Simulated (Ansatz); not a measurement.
Read the following structure.

```xyz
2
Lattice="2.8288 0.0000 0.0000 -1.4144 2.4498 0.0000 0.0000 0.0000 4.4791" Properties=species:S:1:pos:R:3 pbc="T T T"
Pt    1.4144    0.8166    3.3593
Pt    0.0000    1.6332    1.1198
```

**Summarise the structure in words.**

The element is platinum. It belongs to space group P6_3/mmc (No. 194) and has a primitive hexagonal lattice. The arrangement is known as hexagonal close-packed (Mg type). The cell holds two atoms. About every Pt there are twelve Pt in an anticuboctahedral arrangement at 2.77 to 2.83 Å. The bonds build a three-dimensional framework.

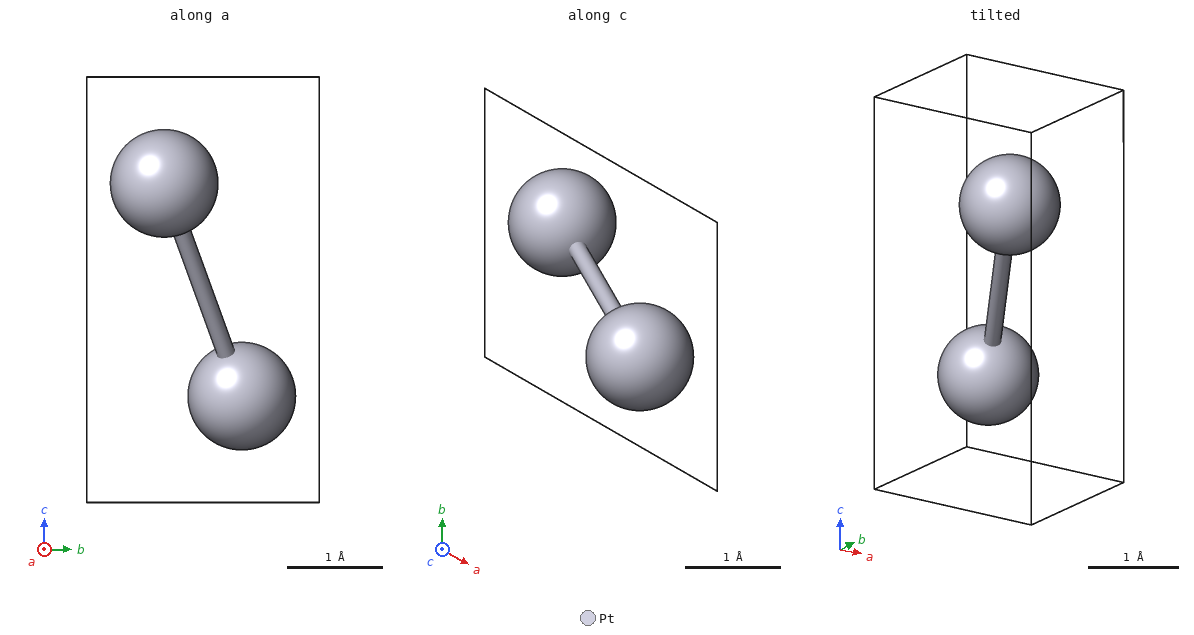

An orthographic ball-and-stick view of the structure, along the a axis, along the c axis and slightly off an axis. The box is the conventional unit cell; atoms on or close to its faces, edges and corners are drawn wherever they repeat. Colours: platinum light grey.

The structure comes from a structure listed in the Materials Project. The cell was then strained or its atoms displaced on purpose. A calculation with Ansatz used it as input.

At this level of theory the cell isn't at rest (compressed, at 4 GPa), so its distances can differ from those at equilibrium, the more so the softer the solid.
